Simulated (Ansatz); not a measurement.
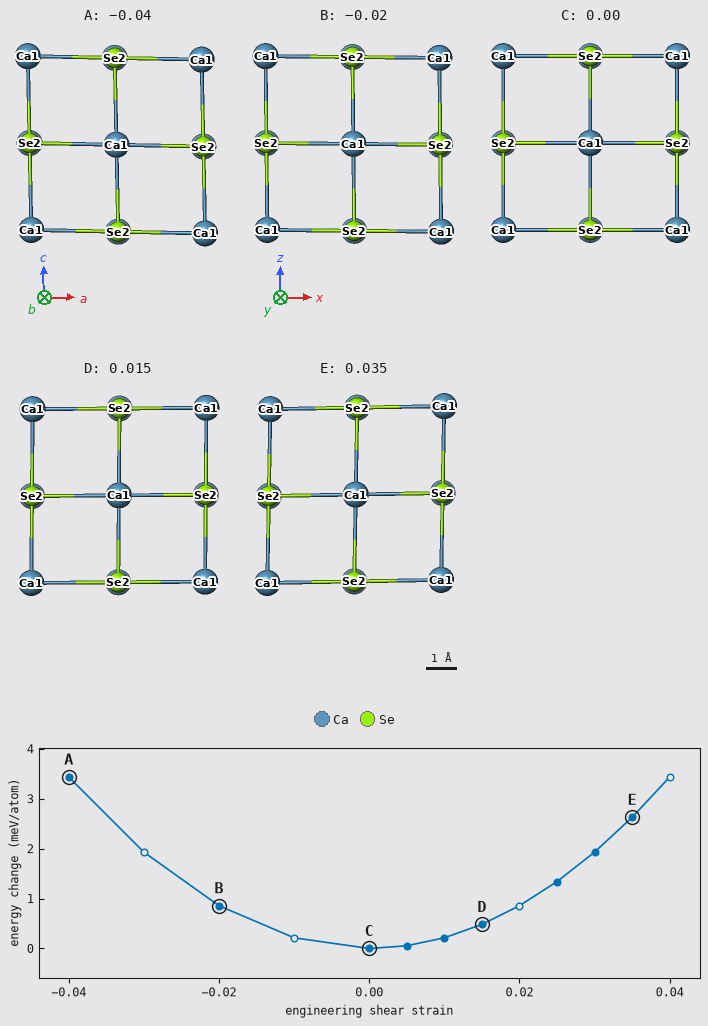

Crystalline CaSe (Fm-3m): the cell is strained in shear in the xz plane, with the atoms kept at their fractional coordinates. x, y and z are the Cartesian axes of the input. The lettered frames are marked on the plot. Hollow markers are points alike by symmetry, not computed again. The picture is a ball-and-stick view of the conventional cell (4 times the calculation's cell), seen along the b axis. Lengths and directions refer to the drawn axes.

Method: DFT LDA, scalar-relativistic, plane waves, PAW (Ansatz 0.2.0). (plane-wave cutoff 420 eV; k-point mesh 8 × 8 × 8; occupations gaussian; smearing width 0.05 eV; no spin polarisation). Energies (free energies at the smearing named) are counted from the cell as listed in its source, which wasn't relaxed.

> Read off the main features of the energy profile.

Of the computed points the lowest is at the strain 0.00, 0.00 meV/atom. At the ends of the scan the energy is 3.43 meV/atom (−0.04) and 3.43 meV/atom (0.04). The unrelaxed reference is under a pressure of −3.1 GPa. The distortion takes the space group from Fm-3m to Immm. At the strain −0.04 the cell of the drawing goes a 5.912 → 5.913 Å, c 5.912 → 5.913 Å, β 90.0° → 92.3°.
